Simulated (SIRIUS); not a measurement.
# BN: 7 runs along one coordinate

System: BN (P6₃/mmc, 4 atoms in the cell).
Method: Kohn-Sham DFT of a periodic cell, PBEsol, dojo-sr-pbesol-0.4.1-standard, no spin polarisation (SIRIUS 7.12.0).

The 7 runs differ only in the geometry, by an even scaling of the cell at fixed fractional positions. The structure derives from an entry of the Crystallography Open Database.

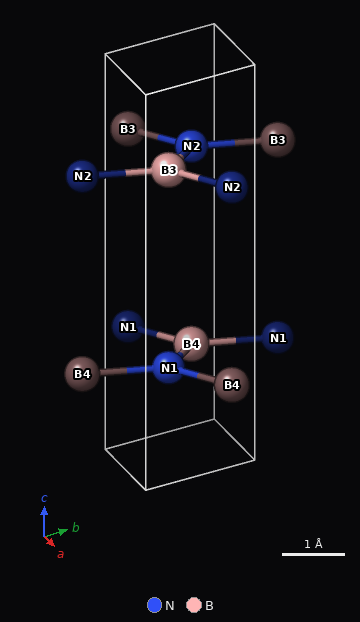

Figure 1. The structure of run 4 (ball-and-stick view of the cell of the calculation, seen slightly off an axis; neighbours outside the cell are drawn fainter; atoms are numbered from 1 in the order of the input). An atom can appear more than once, as a periodic image.

## Input of run 4
```
{
  "control": {
    "processing_unit": "cpu",
    "verbosity": 2,
    "num_bands_to_print": 15,
    "print_forces": true,
    "print_stress": true
  },
  "parameters": {
    "electronic_structure_method": "pseudopotential",
    "xc_functionals": ["XC_GGA_X_PBE_SOL", "XC_GGA_C_PBE_SOL"],
    "gk_cutoff": 9.2,
    "pw_cutoff": 18.4,
    "ngridk": [12, 12, 4],
    "shiftk": [0, 0, 0],
    "smearing": "fermi_dirac",
    "smearing_width": 0.0018374661,
    "num_bands": 15,
    "num_mag_dims": 0,
    "num_dft_iter": 100,
    "energy_tol": 1e-08,
    "density_tol": 1e-06
  },
  "iterative_solver": {
    "type": "davidson",
    "min_tolerance": 1e-10
  },
  "mixer": {
    "type": "anderson",
    "beta": 0.7,
    "max_history": 8
  },
  "settings": {
    "tol_ne": 1e-10,
    "pseudo_grid_cutoff": 6.5
  },
  "unit_cell": {
    "lattice_vectors": [
      [4.720989393585, 0.0, 0.0],
      [-2.360494696793, 4.088496745935, 0.0],
      [0.0, 0.0, 12.539655645179]
    ],
    "atom_coordinate_units": "lattice",
    "atom_types": ["N", "B"],
    "atom_files": {
      "N": "N.json",
      "B": "B.json"
    },
    "atoms": {
      "N": [
        [0.6666666667, 0.3333333333, 0.25],
        [0.3333333333, 0.6666666667, 0.75]
      ],
      "B": [
        [0.6666666667, 0.3333333333, 0.75],
        [0.3333333333, 0.6666666667, 0.25]
      ]
    }
  }
}
```

Command:
```bash
upf_to_json N.upf
upf_to_json B.upf
OMP_NUM_THREADS=1 sirius.scf --input=sirius.json --output=out.json --task=0
```

Lattice vectors (Å) and fractional positions of run 4:
```
   2.498240    0.000000    0.000000
  -1.249120    2.163539    0.000000
   0.000000    0.000000    6.635700
N   0.666667  0.333333  0.250000
N   0.333333  0.666667  0.750000
B   0.666667  0.333333  0.750000
B   0.333333  0.666667  0.250000
```

Run 2 differs from it as follows:
```diff
-      [4.720989393585, 0.0, 0.0],
-      [-2.360494696793, 4.088496745935, 0.0],
-      [0.0, 0.0, 12.539655645179]
+      [4.657184418041, 0.0, 0.0],
+      [-2.328592209021, 4.033240016247, 0.0],
+      [0.0, 0.0, 12.370180064122]
```

## Results, with one run withheld

```csv
run,volume per atom (Å³),"free energy per atom, from the lowest run given (meV)",pressure (GPa),gap on the mesh (eV)
1,8.429,36.51,19.87,4.27
2,8.608,?,?,?
3,8.787,5.92,7.82,4.23
4,8.967,0.15,2.57,4.21
5,9.146,0.00,−2.23,4.19
6,9.325,4.98,−6.61,4.16
7,9.505,14.65,−10.62,4.14
```

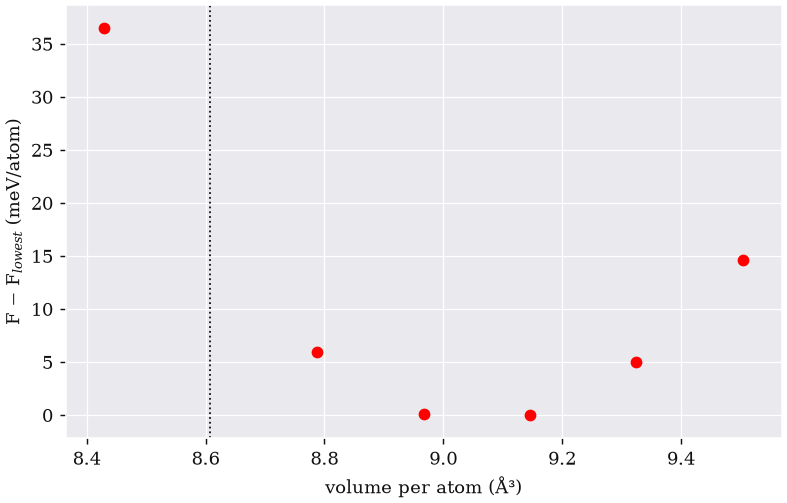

Figure 2. Free energy per atom of the runs given; the dotted line marks run 2.

Estimate the energy of run 2 from the others.

A cubic polynomial in V^(−2/3) (the Birch–Murnaghan form), fitted to the 6 runs given, misses them by at most 0.01 meV per atom. With x = V^(−2/3) − 0.23087 Å⁻², it reads F = −0.41795 + 449.75 x + 2.8961e+05 x² − 1.7513e+05 x³ (meV per atom). At run 2 it gives 17.84 meV per atom, and the run itself gives 17.84. The slope of the fit gives a pressure −dF/dV of 13.59 GPa there, and the run prints 13.57 GPa. The fit has its minimum at 9.060 Å³ per atom, where V d²F/dV² gives 241 GPa. Cell shape and fractional positions are held, so this is the stiffness under even scaling; the relaxed bulk modulus wasn't computed and can be far lower in a crystal of layers, chains or molecules like this one. The gap on the mesh goes, without turning, from 4.27 eV in run 1 to 4.14 eV in run 7; run 2 has 4.25 eV. These are gaps of this functional on this mesh, which can miss the band edges; they aren't the measured gap.

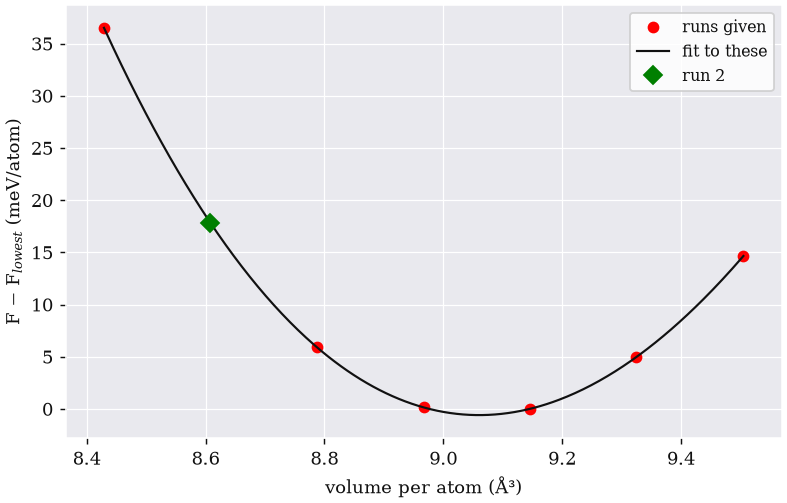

Figure 3. The fit and the withheld run.

## Some lines of the output (run 2)
```
[...]
[find] band gap (eV)                  :       4.25124995
[find] Efermi                         :       0.29832376
[find] band gap (eV)                  :       4.25130955
[find] Efermi                         :       0.29832329
[find] band gap (eV)                  :       4.25131046
[find] Efermi                         :       0.29832330
[find] band gap (eV)                  :       4.25132472
[find] Efermi                         :       0.29832320
[find] band gap (eV)                  :       4.25135040
[find] Efermi                         :       0.29832301
[find] band gap (eV)                  :       4.25132198
[find] Efermi                         :       0.29832321
[find] band gap (eV)                  :       4.25133021
[find] Efermi                         :       0.29832317
```
